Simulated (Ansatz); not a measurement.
```cif
data_structure
_symmetry_space_group_name_H-M 'P 1'
_symmetry_Int_Tables_number 1
_cell_length_a 3.9534
_cell_length_b 3.9830
_cell_length_c 3.1602
_cell_angle_alpha 90.000
_cell_angle_beta 90.000
_cell_angle_gamma 90.000
_cell_volume 49.76
loop_
_atom_site_label
_atom_site_type_symbol
_atom_site_fract_x
_atom_site_fract_y
_atom_site_fract_z
_atom_site_occupancy
Ni1 Ni 0.00000 0.50000 0.50000 1
Ni2 Ni 0.50000 0.00000 0.50000 1
Al1 Al 0.00000 0.00000 0.00000 1
Al2 Al 0.50000 0.50000 0.00000 1
```

Space group Cmmm; a structure from a database of computed crystals, not necessarily the ambient phase; computed pressure about −8 GPa in this cell; the program warned that a starting moment wasn't kept; spin-polarised, but the moments vanished.

The calculation used Ansatz 0.2.0, Kohn-Sham DFT of a periodic cell, PBEsol, Ansatz PAW.

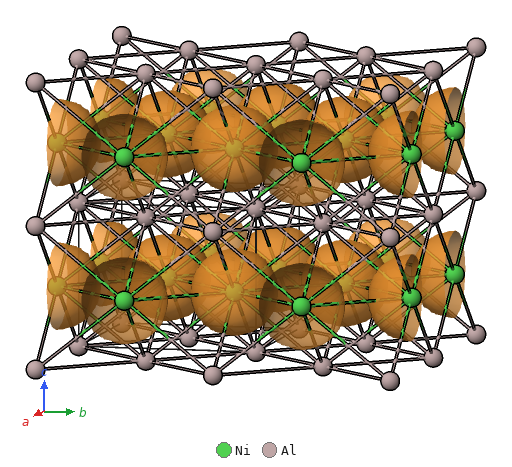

AlNi. Isosurface of the valence charge density (pseudo) at 0.5 e/Å³ (orange), seen slightly off an axis. Sticks mark near contacts.

In a PAW calculation such maps are meaningful between the atoms, not at the nuclei.

Q: Which contacts does the surface bridge?

A: At this value the density breaks into separate islands; it holds about 75 % of the electrons treated as valence (semicore included). It bridges none of the near contacts. It is pinched off along the sampled Al–Ni (2.53 Å), Ni–Ni (2.81 Å) and Al–Al (2.81 Å) contacts. On the grid the lowest density along these lines, outside the cores, is 0.24 e/Å³ (Al–Ni, 2.53 Å), 0.23 e/Å³ (Ni–Ni, 2.81 Å) and 0.22 e/Å³ (Al–Al, 2.81 Å).

Q: Metal or insulator at this level of theory?

A: It is gapless in this calculation (a metal or semimetal).
